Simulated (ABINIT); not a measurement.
Run report: PbS, dielectric calculation (part 1 of 3)

System: PbS (Cmcm, 4 atoms in the cell).
Method: Kohn-Sham DFT of a periodic cell, LDA, JTH PAW LDA v2.0 sp, no spin polarisation (ABINIT 10.8.3).

The structure derives from a Materials Project entry.

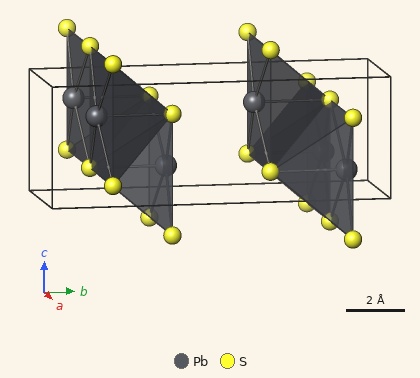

The structure as given in the input (polyhedral view of the cell 2 times as large as that of the calculation, set on its symmetry axes, seen slightly off an axis; polyhedra are completed across the faces of the cell).

**Key numbers**

| quantity | value |
| --- | --- |
| outcome | converged |
| space group (tolerance 0.01 Å) | Cmcm (63) |
| electrons treated | 20 |
| free energy | −771.5875 eV |
| Fermi energy | 0.919 eV |
| pressure | −3.08 GPa |
| largest force (length of the vector) | 0.056 eV/Å |
| ε∞ (xx, yy, zz) | 13.78, 10.17, 16.32 |
| Born charges (mean of the diagonal) | Pb1, Pb2 (3.88 e); S3, S4 (−3.88 e) |
| hardware | 1 thread of Intel Xeon @ 2.70GHz, 189 GiB of memory available, shared host |
| wall time | 5.8 min |
| peak memory | 0.3 GiB |

**Remarks**

Settings chosen away from the usual ones: k set to [3, 3, 2] (from [6, 6, 5]). The settings depart from the standard set-up of this series, which can bear on the numbers. Points of doubt noted for this run: k mesh coarse for field response. Spin–orbit coupling is left out, which matters for Pb.

**Input file**
```
# Datasets
ndtset 3

# Pseudopotentials
pp_dirpath "./"
pseudos "Pb.LDA_PW-JTH_sp.xml, S.LDA_PW-JTH.xml"

# Structure
acell 3*1.0 Angstrom
rprim
     2.0799526950    -5.9912968650     0.0000000000
     2.0799526950     5.9912968650     0.0000000000
     0.0000000000     0.0000000000     4.2793209400
ntypat 2
znucl 82 16
natom 4
typat 1 1 2 2
chkprim 0
chksymtnons 0
tolsym 1.0e-6
xred
   0.1305633500   0.8694366500            1/4
   0.8694366500   0.1305633500            3/4
   0.3547970900   0.6452029100            1/4
   0.6452029100   0.3547970900            3/4

# Plane-wave basis
ecut 20.0
pawecutdg 40.0

# k points
ngkpt 4 4 2
nshiftk 1
shiftk 0.0 0.0 0.0

# Exchange and correlation
ixc 7

# Bands and occupations
nband 10
occopt 1

# SCF cycle
nstep 80
diemac 6.0

# Output
prteig 0
prtebands 0
prtwf 0
prtden 0
prtpot 0

# Dataset 1: ground state
kptopt1 1
tolvrs1 1.0e-11
prtwf1 1
tolwfr1 1.0e-15

# Dataset 2: derivatives of the wave functions by k
iscf2 -3
rfelfd2 2
rfdir2 1 1 1
getwfk2 1
kptopt2 2
nqpt2 1
qpt2 0.0 0.0 0.0
tolwfr2 1.0e-18
prtwf2 1

# Dataset 3: response at q = 0 to electric field
rfelfd3 3
rfdir3 1 1 1
getwfk3 1
getddk3 2
kptopt3 2
nqpt3 1
qpt3 0.0 0.0 0.0
tolvrs3 1.0e-11
```

**File mrgddb.in**
```
merged_DDB
PbS
2
runo_DS1_DDB
runo_DS3_DDB
```

**File anaddb.abi**
```
ddb_filepath "merged_DDB"
output_file "anaddb.abo"
outdata_prefix "ana"
asr 2
chneut 1
dipdip 1
dieflag 2
enunit 0
```

Command:
```bash
abinit run.abi > log 2>&1
mrgddb < mrgddb.in > mrgddb.log 2>&1
anaddb anaddb.abi > anaddb.log 2>&1
```

**What the program printed**
```
.Version 10.8.3 of ABINIT
 DATASET    1 : space group Cm c m (# 63); Bravais oC (1-face-center ortho.)
================================================================================
 Values of the parameters that define the memory need for DATASET  1.
     intxc =       0    ionmov =       0      iscf =      17    lmnmax =      13
     lnmax =       5     mgfft =      50  mpssoang =       3    mqgrid =    3001
     natom =       4  nloc_mem =       2    nspden =       1   nspinor =       1
    nsppol =       1      nsym =       8    n1xccc =       1    ntypat =       2
    occopt =       1   xclevel =       1
       mpw =        3092          nfft =       90000          nkpt =          14
 PAW method is used; the additional fine FFT grid is defined by:
   mgfftf=        72    nfftf =    248832
================================================================================
================================================================================

 DATASET    2 : space group Cm c m (# 63); Bravais oC (1-face-center ortho.)
================================================================================
 Values of the parameters that define the memory need for DATASET  2 (RF).
     intxc =       0      iscf =      -3    lmnmax =      13     lnmax =       5
     mgfft =      50  mpssoang =       3    mqgrid =    3001     natom =       4
  nloc_mem =       2    nspden =       1   nspinor =       1    nsppol =       1
      nsym =       8    n1xccc =       1    ntypat =       2    occopt =       1
   xclevel =       1
      nfft =       90000          nkpt =          20
================================================================================
================================================================================

 DATASET    3 : space group Cm c m (# 63); Bravais oC (1-face-center ortho.)
================================================================================
 Values of the parameters that define the memory need for DATASET  3 (RF).
     intxc =       0      iscf =       7    lmnmax =      13     lnmax =       5
     mgfft =      50  mpssoang =       3    mqgrid =    3001     natom =       4
  nloc_mem =       2    nspden =       1   nspinor =       1    nsppol =       1
      nsym =       8    n1xccc =       1    ntypat =       2    occopt =       1
   xclevel =       1
      nfft =       90000          nkpt =          20
================================================================================
================================================================================

--------------------------------------------------------------------------------
------------- Echo of variables that govern the present computation ------------
--------------------------------------------------------------------------------
 -outvars: echo values of preprocessed input variables --------
            acell      1.8897261259E+00  1.8897261259E+00  1.8897261259E+00 Bohr
              amu      2.07200000E+02  3.20660000E+01
          chkprim           0
      chksymtnons           0
           diemac      6.00000000E+00
             ecut      2.00000000E+01 Hartree
           getddk1          0
           getddk2          0
           getddk3          2
           getwfk1          0
           getwfk2          1
           getwfk3          1
             iscf1         17
             iscf2         -3
             iscf3          7
              ixc           7
           jdtset        1    2    3
           kptopt1          1
           kptopt2          2
           kptopt3          2
         kptrlatt        4    0    0      0    4    0      0    0    2
          kptrlen      1.61734892E+01
            natom           4
            nband1         10
            nband2         10
            nband3         10
           ndtset           3
            ngfft          50      50      36
          ngfftdg          72      72      48
             nkpt1         14
             nkpt2         20
             nkpt3         20
             nqpt1          0
             nqpt2          1
             nqpt3          1
            nstep          80
             nsym           8
           ntypat           2
        optdriver1          0
        optdriver2          1
        optdriver3          1
        pawecutdg      4.00000000E+01 Hartree
           prtden           0
        prtebands           0
           prteig           0
            prtwf1          1
            prtwf2          1
            prtwf3          0
           rfelfd1          0
           rfelfd2          2
           rfelfd3          3
            rprim      2.0799526950E+00 -5.9912968650E+00  0.0000000000E+00
                       2.0799526950E+00  5.9912968650E+00  0.0000000000E+00
                       0.0000000000E+00  0.0000000000E+00  4.2793209400E+00
          spgroup          63
           tolsym      1.00000000E-06
           tolvrs1     1.00000000E-11
           tolvrs2     0.00000000E+00
           tolvrs3     1.00000000E-11
           tolwfr1     1.00000000E-15
           tolwfr2     1.00000000E-18
           tolwfr3     0.00000000E+00
            typat      1  1  2  2
           useylm           1
           xangst      2.0799526950E+00  4.4268092859E+00  1.0698302350E+00
                       2.0799526950E+00 -4.4268092859E+00  3.2094907050E+00
                       2.0799526950E+00  1.7399074789E+00  1.0698302350E+00
                       2.0799526950E+00 -1.7399074789E+00  3.2094907050E+00
            xcart      3.9305409484E+00  8.3654571620E+00  2.0216861454E+00
                       3.9305409484E+00 -8.3654571620E+00  6.0650584361E+00
                       3.9305409484E+00  3.2879486196E+00  2.0216861454E+00
                       3.9305409484E+00 -3.2879486196E+00  6.0650584361E+00
             xred      1.3056335000E-01  8.6943665000E-01  2.5000000000E-01
                       8.6943665000E-01  1.3056335000E-01  7.5000000000E-01
                       3.5479709000E-01  6.4520291000E-01  2.5000000000E-01
                       6.4520291000E-01  3.5479709000E-01  7.5000000000E-01
            znucl       82.00000   16.00000

================================================================================

 chkinp: Checking input parameters for consistency, jdtset=   1.

 chkinp: Checking input parameters for consistency, jdtset=   2.

 chkinp: Checking input parameters for consistency, jdtset=   3.

================================================================================
== DATASET  1 ==================================================================

--- !DatasetInfo
iteration_state: {dtset: 1, }
dimensions: {natom: 4, nkpt: 14, mband: 10, nsppol: 1, nspinor: 1, nspden: 1, mpw: 3092, }
cutoff_energies: {ecut:  20.0, pawecutdg:  40.0, }
electrons: {nelect:   2.00000000E+01, charge:   0.00000000E+00, occopt:   1.00000000E+00, tsmear:   1.00000000E-02, }
meta: {optdriver: 0, ionmov: 0, optcell: 0, iscf: 17, paral_kgb: 0, }
...

 Exchange-correlation functional for the present dataset will be:
  LDA: Perdew-Wang 92 LSD fit to Ceperley-Alder data - ixc=7
  J.P.Perdew and Y.Wang, PRB 45, 13244 (1992)

 Real(R)+Recip(G) space primitive vectors, cartesian coordinates (Bohr,Bohr^-1):
 R(1)=  3.9305409-11.3219102  0.0000000  G(1)=  0.1272090 -0.0441622  0.0000000
 R(2)=  3.9305409 11.3219102  0.0000000  G(2)=  0.1272090  0.0441622  0.0000000
 R(3)=  0.0000000  0.0000000  8.0867446  G(3)=  0.0000000  0.0000000  0.1236592
 Unit cell volume ucvol=  7.1974019E+02 bohr^3
 Angles (23,13,12)=  9.00000000E+01  9.00000000E+01  1.41709848E+02 degrees

 Coarse grid specifications (used for wave-functions):

 getcut: wavevector=  0.0000  0.0000  0.0000  ngfft=  50  50  36
         ecut(hartree)=     20.000   => boxcut(ratio)=   2.07295

 Fine grid specifications (used for densities):

 getcut: wavevector=  0.0000  0.0000  0.0000  ngfft=  72  72  48
         ecut(hartree)=     40.000   => boxcut(ratio)=   2.08484

--- Pseudopotential description ------------------------------------------------
- pspini: atom type   1  psp file is ./Pb.LDA_PW-JTH_sp.xml
 Pseudopotential format is: paw10
 basis_size (lnmax)=  5 (lmn_size= 13), orbitals=   0   0   1   1   2
 Spheres core radius: rc_sph= 2.91365156
 Shapefunction is SIN type: shapef(r)=[sin(pi*r/rshp)/(pi*r/rshp)]**2
 Radius for shape functions =  2.21205640
 Compensation charge density is not taken into account in XC energy/potential

- pspini: atom type   2  psp file is ./S.LDA_PW-JTH.xml
 Pseudopotential format is: paw10
 basis_size (lnmax)=  4 (lmn_size=  8), orbitals=   0   0   1   1
 Spheres core radius: rc_sph= 1.90380259
 Shapefunction is SIN type: shapef(r)=[sin(pi*r/rshp)/(pi*r/rshp)]**2
 Radius for shape functions =  1.40128485
 Compensation charge density is not taken into account in XC energy/potential

   1.70559175E+03                                ecore*ucvol(ha*bohr**3)
--------------------------------------------------------------------------------

================================================================================

--- !BeginCycle
iteration_state: {dtset: 1, }
solver: {iscf: 17, nstep: 80, nline: 4, wfoptalg: 10, }
tolerances: {tolwfr: 1.00E-15, tolvrs: 1.00E-11, }
...

     iter   Etot(hartree)      deltaE(h)  residm     nres2
 ETOT  1  -27.655962424998    -2.766E+01 2.269E-01 8.435E-01
 ETOT  2  -28.379971311784    -7.240E-01 4.344E-02 6.981E+00
 ETOT  3  -28.379997648419    -2.634E-05 1.974E-03 5.285E+00
 ETOT  4  -28.357857862063     2.214E-02 7.271E-04 7.946E-01
 ETOT  5  -28.355877528547     1.980E-03 3.932E-04 1.886E-01
 ETOT  6  -28.355355936865     5.216E-04 4.669E-05 2.155E-02
 ETOT  7  -28.355349791770     6.145E-06 9.819E-07 8.979E-03
 ETOT  8  -28.355329013143     2.078E-05 4.042E-07 3.290E-03
 ETOT  9  -28.355319864866     9.148E-06 3.550E-07 5.085E-04
 ETOT 10  -28.355320465763    -6.009E-07 1.367E-08 4.837E-04
 ETOT 11  -28.355318816288     1.649E-06 1.458E-08 1.165E-04
 ETOT 12  -28.355318469663     3.466E-07 8.236E-09 1.060E-05
 ETOT 13  -28.355318450065     1.960E-08 1.206E-09 5.628E-07
 ETOT 14  -28.355318449634     4.306E-10 8.214E-11 1.684E-08
 ETOT 15  -28.355318449757    -1.225E-10 2.468E-11 8.388E-09
 ETOT 16  -28.355318449739     1.788E-11 2.155E-12 2.606E-09
 ETOT 17  -28.355318449731     7.599E-12 2.904E-13 6.493E-11
 ETOT 18  -28.355318449730     7.603E-13 3.372E-14 4.787E-11
 ETOT 19  -28.355318449731    -1.140E-12 1.048E-14 1.787E-12
 ETOT 20  -28.355318449730     1.886E-12 1.631E-15 3.907E-13
 ETOT 21  -28.355318449732    -2.334E-12 9.991E-16 2.127E-13

 At SCF step   21  max residual=  9.99E-16 < tolwfr=  1.00E-15 AND nres2   =  2.13E-13 < tolvrs=  1.00E-11 =>converged.

 Cartesian components of stress tensor (hartree/bohr^3)
  sigma(1 1)=  1.35248673E-04  sigma(3 2)=  0.00000000E+00
  sigma(2 2)=  9.90380560E-05  sigma(3 1)=  0.00000000E+00
  sigma(3 3)=  7.93156352E-05  sigma(2 1)=  0.00000000E+00
```
